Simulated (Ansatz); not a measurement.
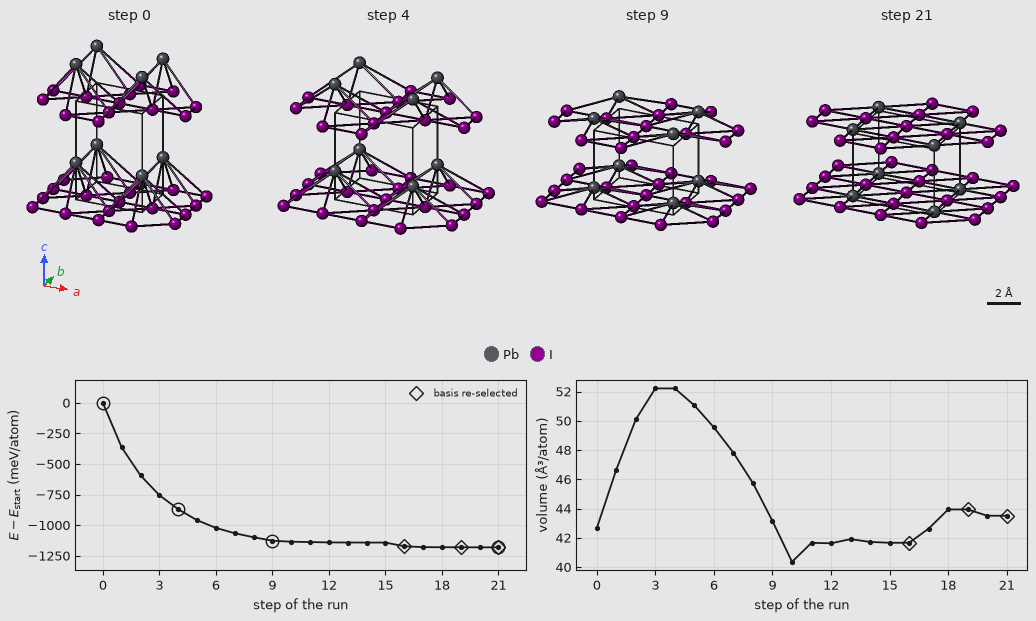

Frames of a relaxation of a crystal of PbI₃ (built on the random type) (coarse preliminary run), marked on the history of the run. The picture is a ball-and-stick view of the cell of the calculation, seen slightly off an axis.

Case: random cell with space group P6mm (No. 183).

Method: Ansatz, DFT PBE, scalar-relativistic, plane waves, PAW. Settings: plane-wave cutoff 420 eV; k-point mesh 6 × 6 × 4; occupations gaussian; smearing width 0.1 eV; no spin polarisation; cell and atoms relaxed; force threshold 0.04 eV/Å; at most 70 steps.

Q: What happens along the run?

A: The energy falls by 1181 meV per atom in 18 accepted moves (21 points after the start). The largest force component goes from 0.18 to 0.0017 eV/Å. The pressure goes from 11.47 to −0.01 GPa. At 3 points the geometry stayed and the basis and grid were re-selected for the new cell (energy shift of 30.1 meV per atom at most each time). The Pb atom moves most relative to the cell: 1.34 Å along −c. By element the largest moves are Pb 1.34 Å, I 0.45 Å. Cell: a = b 5.622 → 6.916 Å (+23.0 %), c 6.235 → 4.202 Å (−32.6 %). Volume +2.0 %. Among the contacts that change: I–I 2.811 → 3.458 Å, I–Pb 3.856 → 3.458 Å. The space group stays P6mm (No. 183). From step 0 to 4: the Pb atom moves most (0.24 Å), volume +22.4 %, energy −869 meV per atom. From step 4 to 9: the Pb atom moves most (0.67 Å), volume −17.4 %, energy −257 meV per atom. From step 9 to 21: the Pb atom moves most (0.50 Å), volume +0.9 %, energy −54.2 meV per atom.

```tsv
step	E − E(0), meV/atom	largest force component, eV/Å	pressure, GPa	volume, Å³/atom	note
0	0.00	0.1779	11.47	42.658	
1	-364.22	0.0848	6.22	46.666	
2	-593.27	0.3283	2.93	50.098	
3	-754.40	0.6555	0.71	52.215	
4	-869.29	0.8966	-0.52	52.214	
5	-958.81	0.8801	-0.94	51.050	
6	-1021.80	0.6752	-0.78	49.551	
7	-1065.49	0.4320	-0.39	47.814	
8	-1098.27	0.2961	-0.13	45.738	
9	-1126.54	0.1800	-0.14	43.145	
10	-1134.62	0.1057	0.17	40.362	
11	-1137.63	0.0921	-0.17	41.658	
12	-1140.41	0.0372	0.11	41.628	
13	-1141.21	0.0140	-0.29	41.910	
14	-1141.64	0.0076	-0.06	41.720	
15	-1141.72	0.0022	0.00	41.662	
16	-1171.77	0.0025	1.25	41.662	same geometry, new basis
17	-1178.94	0.0018	0.53	42.631	
18	-1180.02	0.0018	-0.26	43.941	
19	-1180.23	0.0018	-0.27	43.941	same geometry, new basis
20	-1180.81	0.0016	-0.01	43.512	
21	-1180.76	0.0017	-0.01	43.512	same geometry, new basis
```

Limits of the set-up: an odd number of electrons was run without spin polarisation, which fails if the electron would localise.
